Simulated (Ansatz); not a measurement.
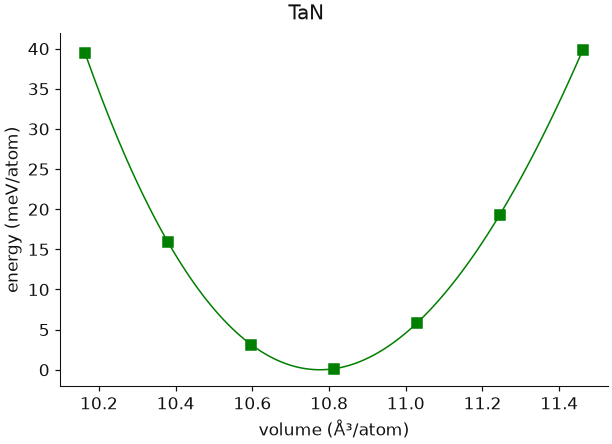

The picture above shows the energy against volume for TaN, space group Fm-3m (No. 225).

Structure:
```
Ta N
1.0
     0.00000    2.21132    2.21132
     2.21132    0.00000    2.21132
     2.21132    2.21132    0.00000
Ta N
1 1
Cartesian
  2.2113 2.2113 2.2113
  0.0000 0.0000 0.0000
```

How it was computed, with Ansatz 0.2.0: plane-wave DFT, no spin polarisation; energies at scaled volumes of the given cell, shape and fractions fixed, counted from the fit's minimum, third-order Birch-Murnaghan fit. Level: PBE.

k mesh 10×10×10; occupations Fermi–Dirac; smearing width 0.05 eV; potentials Ansatz PAW earlier set; wave cutoff 870 eV; density cutoff 3480 eV.

From this curve and the settings, what does the calculation give for the pressure at the same points?

The pressure falls from 21.76 GPa at volume 10.16 Å³/atom to −17.61 GPa at 11.46 Å³/atom, and changes sign near 10.78 Å³/atom.

| volume (Å³/atom) | pressure (GPa) |
| --- | --- |
| 10.16 | 21.76 |
| 10.38 | 13.30 |
| 10.60 | 5.70 |
| 10.81 | −1.11 |
| 11.03 | −7.22 |
| 11.25 | −12.70 |
| 11.46 | −17.61 |
